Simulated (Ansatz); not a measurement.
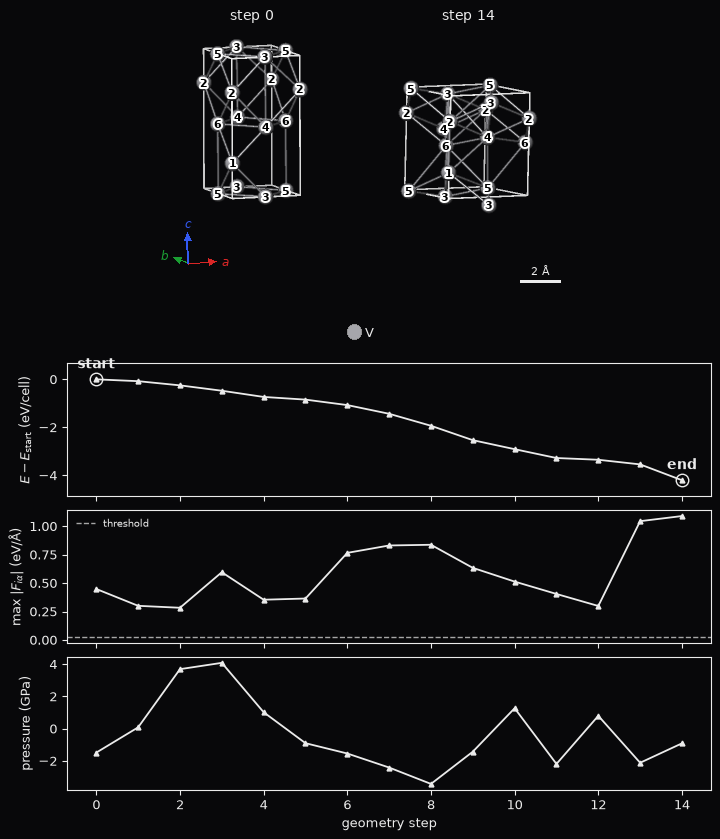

First and last geometry of a relaxation of solid V (a generated structure, set up in P1) (coarse preliminary run), with the history of the run. The picture is a ball-and-stick view of the cell of the calculation, seen slightly off an axis.

The calculation used DFT PBE, scalar-relativistic, plane waves, PAW (Ansatz).

The input:
```yaml
crystal:
  lattice:
    - [-0.0262358596, 3.6947386392, -0.0018564772]
    - [0.0167116554, -0.0018564772, 3.6403399398]
    - [7.0840513674, -0.0524717191, 0.0334233109]
  atoms:
    - { symbol: V, position: [0.0146499021, 1.0239269274, 0.249475628] }
    - { symbol: V, position: [0.003541228, -0.0063704541, 0.7567750357] }
    - { symbol: V, position: [0.4854629945, -0.0087822088, 0.0019693506] }
    - { symbol: V, position: [0.5001486118, 0.002234463, 0.4973001176] }
    - { symbol: V, position: [-0.0055385689, 0.4829984406, -0.0014691887] }
    - { symbol: V, position: [1.0017358325, 0.5059928319, 0.4959490568] }
basis:
  ecutwfc: 420
kpoints:
  mp_grid: { grid: [6, 6, 4] }
hamiltonian:
  xc: pbe
scf:
  occupations: { method: gaussian, width: 0.2 }
  lower_state_search: "off"
output:
  forces: true
  stress: true
  eigenvalues: true
relax:
  adjacent_minimum: "off"
  f_tol: 0.025
  max_steps: 60
  cell: { stress_tol: 0.25 }
```

Command:
```bash
ansatz run input.yaml --threads 1 --pin off --max-ram 2560MiB --backend cpu --events-out ev --progress --plain --runs-dir out
```

Read the history and describe the run.

The run was cut off at its time limit before the relaxation converged, so the last structure is only a point on the way. The atom that moves furthest relative to the cell is V6 (1.23 Å roughly along [2 1 0]). Cell: a 3.695 → 4.069 Å (+10.1 %), b 3.640 → 4.007 Å (+10.1 %), c 7.084 → 5.210 Å (−26.5 %), α 89.5° → 92.0°, β 90.8° → 88.4°, γ 90.1° → 110.3°. Volume −16.5 %. Among the contacts that change: V5–V6 5.124 → 2.998 Å, V3–V4 5.098 → 3.020 Å, V4–V6 2.590 → 4.426 Å, V3–V5 2.550 → 4.365 Å. New bonds form: V1–V2 (3.49 → 2.61 Å), V1–V2 (3.60 → 2.60 Å), V1–V3 (4.30 → 3.08 Å), V1–V4 (4.53 → 3.08 Å). Bonds break: V3–V5 (2.55 → 4.37 Å), V4–V6 (2.59 → 4.43 Å). The space group stays P1 (No. 1). After 14 geometry steps the energy has fallen by 4.202 eV per cell of the calculation. Largest force component: 0.45 eV/Å at the start, 1.1 eV/Å at the end. The pressure goes from −1.48 to −0.91 GPa. The run took 8.8 min on 1 thread of Arm Neoverse V2, with other jobs on the host, peak memory 0.48 GiB.

| step | E − E(0), meV/atom | largest force component, eV/Å | pressure, GPa | volume, Å³/atom |
| --- | --- | --- | --- | --- |
| 0 | 0.00 | 0.4482 | -1.48 | 15.879 |
| 1 | -12.75 | 0.3003 | 0.09 | 15.651 |
| 2 | -41.79 | 0.2831 | 3.69 | 15.201 |
| 3 | -79.09 | 0.5957 | 4.09 | 15.153 |
| 4 | -122.15 | 0.3539 | 1.02 | 15.476 |
| 5 | -140.76 | 0.3644 | -0.90 | 15.634 |
| 6 | -178.68 | 0.7659 | -1.54 | 15.490 |
| 7 | -239.11 | 0.8309 | -2.41 | 15.212 |
| 8 | -322.31 | 0.8371 | -3.43 | 14.838 |
| 9 | -422.22 | 0.6340 | -1.43 | 14.251 |
| 10 | -484.82 | 0.5133 | 1.27 | 13.872 |
| 11 | -546.13 | 0.4045 | -2.19 | 13.752 |
| 12 | -558.28 | 0.2989 | 0.80 | 13.503 |
| 13 | -590.40 | 1.0446 | -2.11 | 13.371 |
| 14 | -700.39 | 1.0897 | -0.91 | 13.267 |
